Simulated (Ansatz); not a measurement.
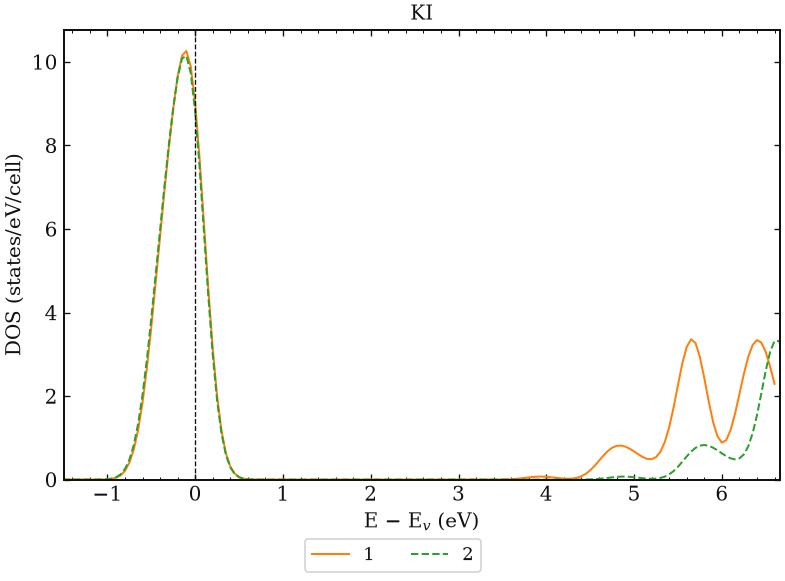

Total densities of states of KI, space group F-43m (No. 216), 2 atoms in the cell, zincblende type, by two methods on the same cell. The curves are built from the levels of the k mesh with Gaussians 0.4 eV wide, which also blur the band edges. Each is counted from its own valence-band top.

Q: Which curve is which? The methods: HSE06, PBE.

A: 1 is PBE; 2 is HSE06. PBE gives a gap of 3.93 eV and HSE06 gives a gap of 4.88 eV.

Settings. PBE: DFT, PBE, plane waves, PAW, no spin polarisation, 4×4×4 k mesh, 420 eV cutoff (Ansatz). HSE06: DFT, HSE06, plane waves, PAW, no spin polarisation, 4×4×4 k mesh, 420 eV cutoff (Ansatz 0.2.0).

Spin-orbit coupling is left out, which matters for I.
